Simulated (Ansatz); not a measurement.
System: Hf$_{7}$O$_{16}$ (cell charge −2, with a compensating background) (cell with a defect).

Input file:

```
crystal:
  lattice:
    - [-4.8301248136, -4.8301248136, 0.0]
    - [-4.8301248136, 4.8301248136, 0.0]
    - [4.8301248136, 0.0, -6.4194328958]
  atoms:
    - { symbol: Hf, position: [0.5085158667, 0.5055654962, 0.0123419695] }
    - { symbol: Hf, position: [0.2503144311, 0.2475105951, 0.4961863263] }
    - { symbol: Hf, position: [-0.0078176427, -0.0105501468, -0.01992814] }
    - { symbol: Hf, position: [0.1233626104, 0.6202453396, 0.2416188584] }
    - { symbol: Hf, position: [0.8740083429, 0.371181205, 0.7434135134] }
    - { symbol: Hf, position: [0.6265863084, 0.1238668249, 0.2489161939] }
    - { symbol: Hf, position: [0.3772519361, 0.8747965946, 0.7506918878] }
    - { symbol: O, position: [0.1267843019, 0.9290277624, 0.2488954414] }
    - { symbol: O, position: [0.8882856745, 0.6769742241, 0.7722218025] }
    - { symbol: O, position: [0.6115851224, 0.4008641339, 0.220103408] }
    - { symbol: O, position: [0.3739599221, 0.1763053416, 0.7434149628] }
    - { symbol: O, position: [0.4263418609, 0.7476956302, 0.496364974] }
    - { symbol: O, position: [0.195897036, 0.4971150277, -0.0051417477] }
    - { symbol: O, position: [0.9461094537, 0.2474880555, 0.4960363702] }
    - { symbol: O, position: [0.6969396352, -0.0017245277, -0.0026916992] }
    - { symbol: O, position: [0.074246725, 0.747552694, 0.495944465] }
    - { symbol: O, position: [0.8036931694, 0.4968191392, -0.0049461639] }
    - { symbol: O, position: [0.5545163425, 0.2474781906, 0.4962907969] }
    - { symbol: O, position: [0.3047338618, -0.0019781314, -0.002531935] }
    - { symbol: O, position: [0.1267321187, 0.3187769096, 0.2489081275] }
    - { symbol: O, position: [0.8889562778, 0.0943218751, 0.7724031315] }
    - { symbol: O, position: [0.6122009303, 0.8180606258, 0.2200236757] }
    - { symbol: O, position: [0.3738947199, 0.5660362352, 0.7434185193] }
  host:
    lattice:
      - [4.8301248136, 0.0, 0.0]
      - [0.0, 4.8301248136, 0.0]
      - [0.0, 0.0, 3.2097164479]
    atoms:
      - { symbol: Hf, position: [0.0, 0.0, 0.0] }
      - { symbol: Hf, position: [0.5, 0.5, 0.5] }
      - { symbol: O, position: [0.194969903, 0.805030097, 0.5] }
      - { symbol: O, position: [0.305030097, 0.305030097, 0.0] }
      - { symbol: O, position: [0.694969903, 0.694969903, 0.0] }
      - { symbol: O, position: [0.805030097, 0.194969903, 0.5] }
total_charge: -2
basis:
  ecutwfc: 420
  xc_grid: 2
kpoints:
  mp_grid: { grid: [2, 2, 2], shift: [0.0, 0.0, 0.0] }
hamiltonian:
  xc: pbesol
scf:
  occupations: { method: gaussian, width: 0.01 }
output:
  forces: true
  stress: false
  eigenvalues: true
  charged_corrections:
    defect_position: [0.75, 0.75, 0.5]
    epsilon: [[27.3137, 0.0, 0.0], [0.0, 27.3137, 0.0], [0.0, 0.0, 31.2391]]
  write_density: true
  write_potential: true
  elf: true
  volumetric_format: npy
relax:
  adjacent_minimum: "off"
  f_tol: 0.025
  max_steps: 45
```

Command:

```sh
ansatz run input.yaml --threads 4 --pin off --max-ram 10240MiB --backend cpu --events-out ev --progress --plain --runs-dir out
```

The fields are those of the run's last geometry, not of the input's.

These are results of DFT PBEsol, scalar-relativistic, plane waves, PAW in Ansatz 0.2.0, not measurements.

What will maps of the valence pseudo-density and electron localisation function show?

Hf–O (2.00 Å): ρ at the midpoint is about 0.99 e/Å³; the ELF peaks at about 0.80 in the valence shell of O, 0.5 Å from its nucleus, and drops to about 0.20 between the two atoms (no shared electron pair shows on this line).
Hf–O (2.09 Å): ρ is about 0.76 e/Å³ halfway; the ELF peaks at about 0.85 in the valence shell of O, 0.6 Å from its nucleus, and drops to about 0.15 between the two atoms: no shared electron pair shows on this line.

Does the calculation make it a metal, or give it a gap?

It is gapless in this calculation (a metal or semimetal).

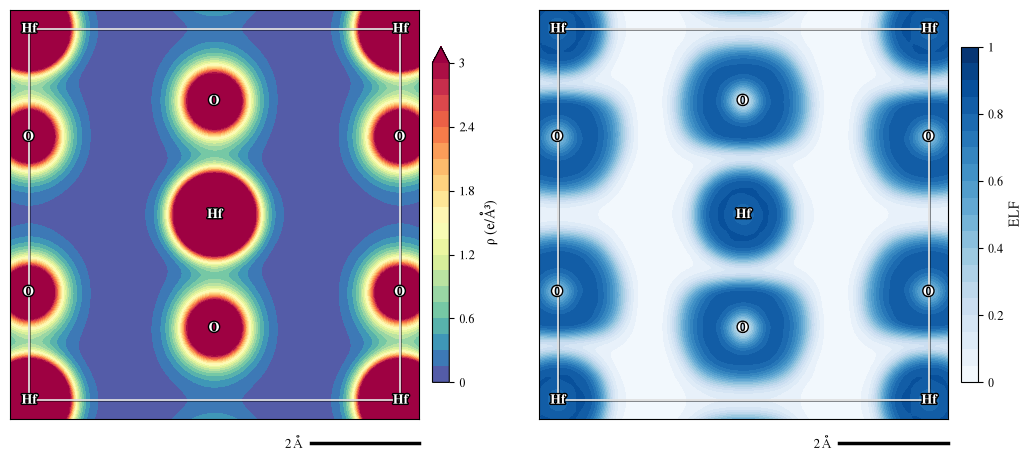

Computed valence pseudo-density and electron localisation function on the (001) plane of the calculation cell, in this order. 

Core electrons are frozen (PAW), and the valence fields are smoothed inside the atomic spheres.
